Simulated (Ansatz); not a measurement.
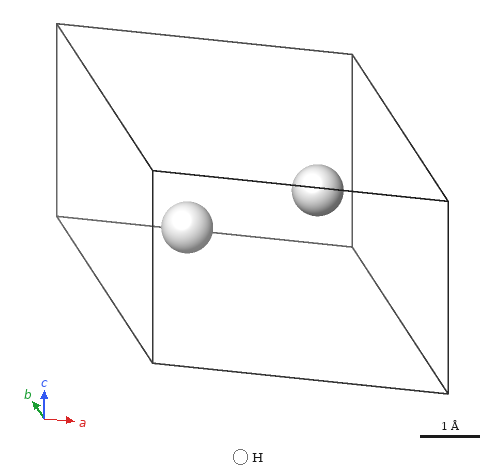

A spheres-only rendering, viewed from a general direction. The wireframe shows the conventional unit cell. Cell: a = 5.136 Å, b = 5.136 Å, c = 3.824 Å, α = 90.00°, β = 90.00°, γ = 120.00°.

- The element is hydrogen.
- The lattice is primitive hexagonal and the space group P6_3/mmc (No. 194).
- The cell holds two atoms.

The cell started as a structure listed in the Materials Project. The cell was then strained or its atoms displaced on purpose. It was the input of a calculation with Ansatz.
